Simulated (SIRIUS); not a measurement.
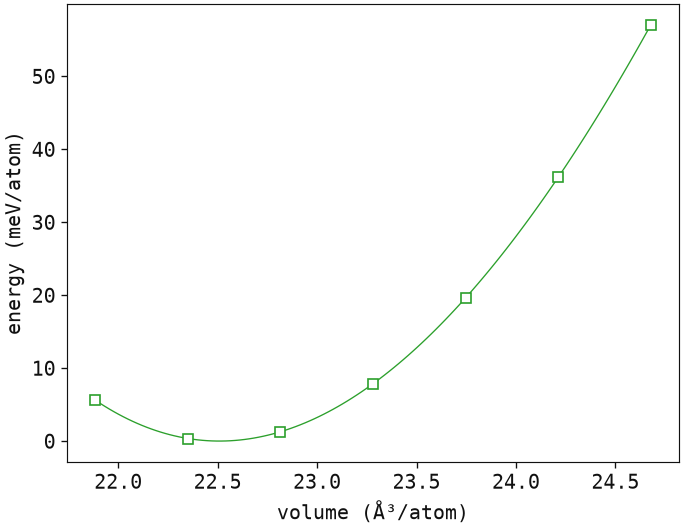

Plotted: energy against volume for Zr, space group P6_3/mmc (No. 194).

The given structure:
```
Zr
1.0
     3.23200    0.00000    0.00000
    -1.61600    2.79899    0.00000
     0.00000    0.00000    5.14700
Zr
2
Direct
  0.66667 0.33333 0.75000
  0.33333 0.66667 0.25000
```

Method: plane-wave DFT, no spin polarisation; energies at scaled volumes of the given cell, shape and fractions fixed, counted from the fit's minimum, third-order Birch-Murnaghan fit (SIRIUS 7.12.0). Level: PBEsol.

- k mesh: 9×9×5
- occupations: Fermi–Dirac
- smearing width: 0.05 eV
- potentials: dojo sr pbesol 0.4.1 standard
- wave cutoff: 914.8 eV
- density cutoff: 3659 eV

From this curve and the settings, what does the calculation give for the pressure at the same points?

The pressure falls from 2.92 GPa at volume 21.88 Å³/atom to −7.91 GPa at 24.68 Å³/atom, and changes sign near 22.51 Å³/atom.

| volume (Å³/atom) | pressure (GPa) |
| --- | --- |
| 21.88 | 2.92 |
| 22.35 | 0.70 |
| 22.82 | −1.33 |
| 23.28 | −3.20 |
| 23.75 | −4.91 |
| 24.21 | −6.47 |
| 24.68 | −7.91 |

Caveats: shape and atomic fractions are frozen while scaling, which makes layered, chain and framework solids too stiff.
